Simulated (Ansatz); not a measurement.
Cell and atoms:

```xyz
3
Lattice="3.5460 0.0000 0.0000 -1.7730 3.0709 0.0000 0.0000 0.0000 31.8244" Properties=species:S:1:pos:R:3 pbc="T T T"
S     1.7730    1.0236   14.4250
Hf    3.5460    0.0000   15.9122
S     0.0000    2.0473   17.3994
```

### Work out the structure from the coordinates.

Chemical formula HfS₂. It has 3 atoms to the cell (1 Hf, 2 S). Around each S lie three Hf in a trigonal pyramidal arrangement at 2.53 Å. The Hf atoms are each bonded to six S in an octahedral arrangement at 2.53 Å. Not all metal-metal contacts are counted. The bonds build HfS2 layers parallel to (001).

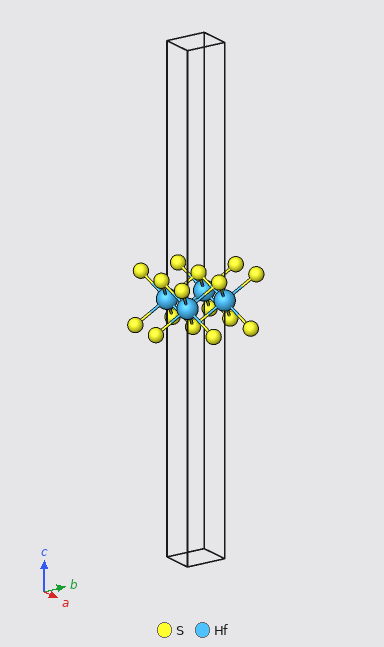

Ball-and-stick representation of a periodic structure, projected slightly off an axis. Lines trace the edges of the simulation cell. Neighbours across the faces are drawn wherever a bond reaches them. Colours: hafnium blue, sulfur yellow.

The structure comes from a structure listed in the Materials Project, from which a slab or single sheet was cut. The cell was then strained or its atoms displaced on purpose. The atoms were relaxed in a fixed cell with DFT PBE+D3(BJ), scalar-relativistic, plane waves, PAW in Ansatz.
